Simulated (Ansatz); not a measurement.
# CdS: what the fields show

The calculation's input:

```
crystal:
  lattice:
    - [0.0, 2.9165, 2.9165]
    - [2.9165, 0.0, 2.9165]
    - [2.9165, 2.9165, 0.0]
  atoms:
    - { symbol: Cd, position: [-0.002976, -0.001439, 0.007745] }
    - { symbol: S, position: [0.754906, 0.746552, 0.750012] }
hamiltonian:
  xc: lda
  pseudopotentials: { kind: paw_fr }
magnetization:
  noncollinear: true
  spin_orbit: true
kpoints:
  mp_grid: { grid: [8, 8, 8] }
scf:
  occupations: { method: fermi_dirac, width: 0.01 }
output:
  forces: true
  stress: true
  eigenvalues: true
  efg: {}
  write_density: true
  write_potential: true
  elf: true
  volumetric_format: npy
```

Command:

```sh
ansatz run input.yaml --threads 1 --pin off --max-ram 2560MiB --backend cpu --events-out ev --progress --plain --runs-dir out
```

Below, planes, directions and counts refer to the standardised cell (a = 7.14 Å, b = 4.12 Å, c = 4.12 Å, α = 90.00°, β = 125.26°, γ = 90.00°).

Space group P1; changed on purpose from its base cell (atoms moved at random by about 0.02 A); computed pressure about −2 GPa in this cell.

Theory: Kohn-Sham DFT of a periodic cell, LDA, spin-orbit coupling, Ansatz PAW (Ansatz).

The density is the valence pseudo-density of a PAW calculation; it isn't the true density close to the nuclei.

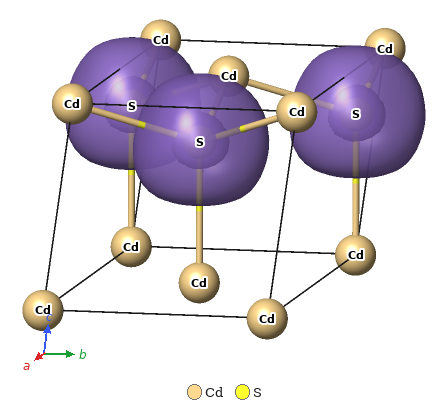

Figure 1. Isosurface of the electron localisation function at 0.65 (purple), seen slightly off an axis. Only the valence region is drawn (cores and ρ < 0.01 e/Å³ removed). Sticks mark near contacts.

Describe the localisation domains.

Answer. At this value the surface marks out two regions wrapped around S (the valence shell of each), counted in one cell of 4 atoms. Any copies at cell faces, edges or corners count once. Along the contacts the grid gives the following. Cd–S (2.50 Å): the ELF peaks at about 0.90 in the valence shell of S, 0.8 Å from its nucleus, and is about 0.35 at the midpoint. Cd–S (2.55 Å): the ELF peaks at about 0.90 in the valence shell of S, 0.8 Å from its nucleus, and is about 0.30 at the midpoint.

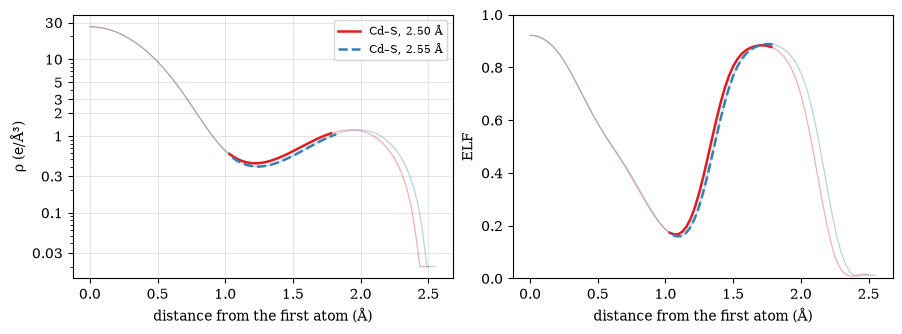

Figure 2. Valence electron density and electron localisation function along straight lines between neighbouring atoms. Thin, pale parts lie inside the atomic spheres.

What can be read from the curves?

Answer. Cd–S (2.50 Å): the density is about 0.44 e/Å³ at the midpoint; the ELF peaks at about 0.90 in the valence shell of S, 0.8 Å from its nucleus, and is about 0.35 at the midpoint.
Cd–S (2.55 Å): ρ at the midpoint is about 0.4 e/Å³; the ELF peaks at about 0.90 in the valence shell of S, 0.8 Å from its nucleus, and is about 0.30 at the midpoint.

Does the calculation make it a metal, or give it a gap?

Answer. It is gapped, with a Kohn–Sham gap of 0.84 eV on the k-point mesh, an upper bound to the gap of this method.
